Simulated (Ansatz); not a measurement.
A periodic structure is given below.

```xyz
8
Lattice="4.3758 0.0000 0.0000 0.0000 4.3758 0.0000 0.0000 0.0000 4.3758" Properties=species:S:1:pos:R:3 pbc="T T T"
Ta    0.0000    0.0000    0.0000
N     2.1879    0.0000    0.0000
Ta    0.0000    2.1879    2.1879
N     2.1879    2.1879    2.1879
Ta    2.1879    0.0000    2.1879
N     0.0000    0.0000    2.1879
Ta    2.1879    2.1879    0.0000
N     0.0000    2.1879    0.0000
```

**What crystal do these data define?**

The material is TaN. It takes space group Fm-3m (No. 225) on a face-centred cubic lattice. The prototype is rock salt (NaCl type). With Z = 4, the cell contains 4 Ta, 4 N.

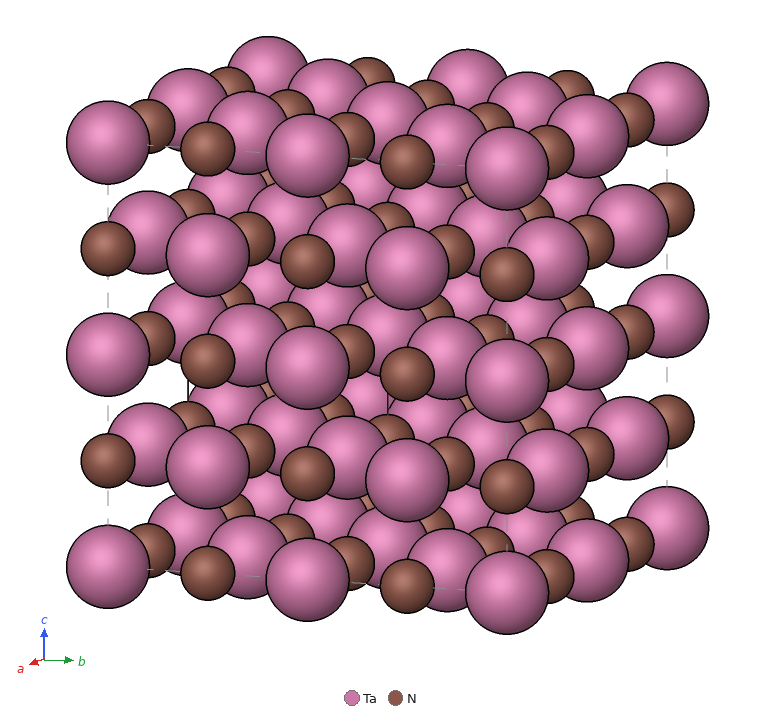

Shown here is a spheres-only view of the crystal, taken slightly off an axis. The conventional unit cell (solid box) is repeated to 2×2×2 cells.

Starting structure: a structure listed in the Materials Project, with elements exchanged, so it need not be a known form of the compound. The geometry was optimised with DFT PBEsol, scalar-relativistic, plane waves, PAW in Ansatz 0.2.0.
